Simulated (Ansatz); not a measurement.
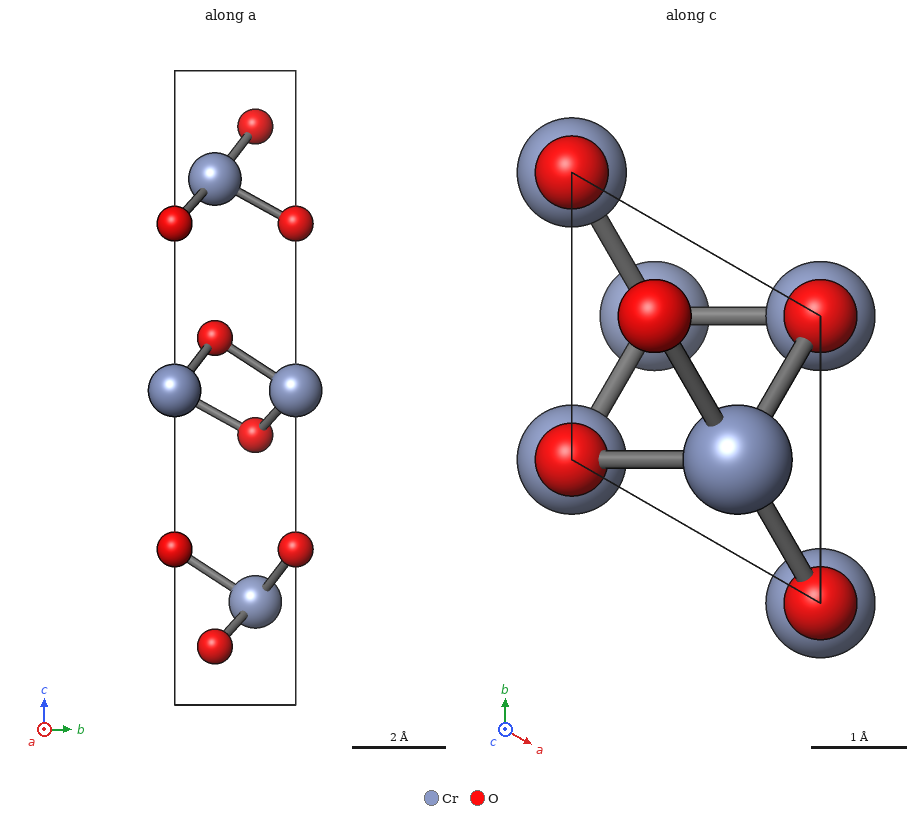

Structure drawing (ball-and-stick), viewed along the a axis and along the c axis. Lines trace the edges of the conventional unit cell.

CrO$_{2}$, space group R3m (No. 160), a = 3.02 Å, b = 3.02 Å, c = 13.72 Å, α = 90.00°, β = 90.00°, γ = 120.00°.

Setup: Ansatz, DFT PBE+D3(BJ), scalar-relativistic, plane waves, PAW; E_cut = 420 eV, k-points about 0.14 Å⁻¹ apart, Gaussian smearing of 0.1 eV, collinear spins. The state is ferromagnetic, in a cell of 3 atoms.

> Is the electronic structure metallic or gapped?

A metal: bands cross the Fermi level.

> Would the cell expand or shrink if it could?

The computed pressure is -25.2 GPa (stretched: it would shrink). The stress isn't hydrostatic: its largest component is 26.8 GPa.

The cell started as a structure listed in the Materials Project. The cell was then strained or its atoms displaced on purpose. It was run through Ansatz as a DFT input.

At this level of theory the cell isn't at rest (stretched, at -25 GPa and forces up to 2.8 eV/Å), so its distances can differ from those at equilibrium, the more so the softer the solid, and its magnetic state may change on relaxation.
